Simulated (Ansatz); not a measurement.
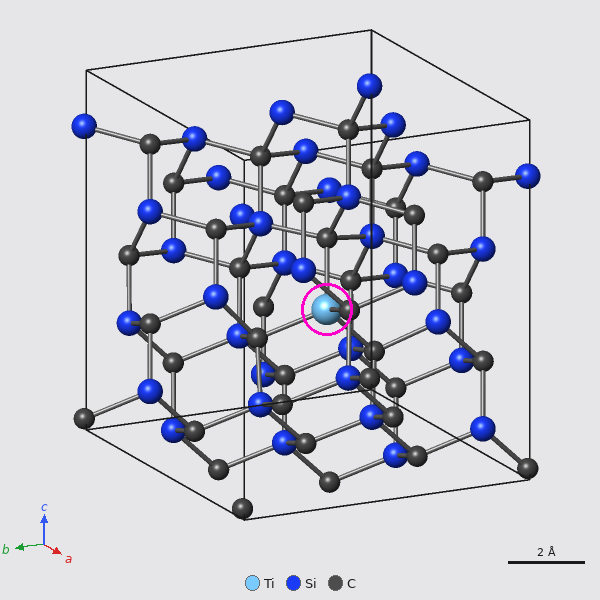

The figure gives a ball-and-stick picture of the atoms, viewed from a general direction. The wireframe shows the supercell. The host is SiC, in a cell of 64 sites, and the cell is neutral. A ring marks the defect's site.

Q: Identify the point defect.

A: Titanium on a silicon site (a substitutional impurity). It is bonded to four C in a tetrahedral arrangement at about 2.0 Å.

Electronic-structure method: DFT PBE, scalar-relativistic, plane waves, PAW (Ansatz). Parameters: a 420 eV plane-wave basis, k-point mesh 2×2×2, Gaussian smearing of 0.01 eV, collinear spins.

Q: Is the defect magnetic?

A: No net moment.

The atoms were relaxed in the host's cell with Ansatz, DFT PBE, scalar-relativistic, plane waves, PAW.
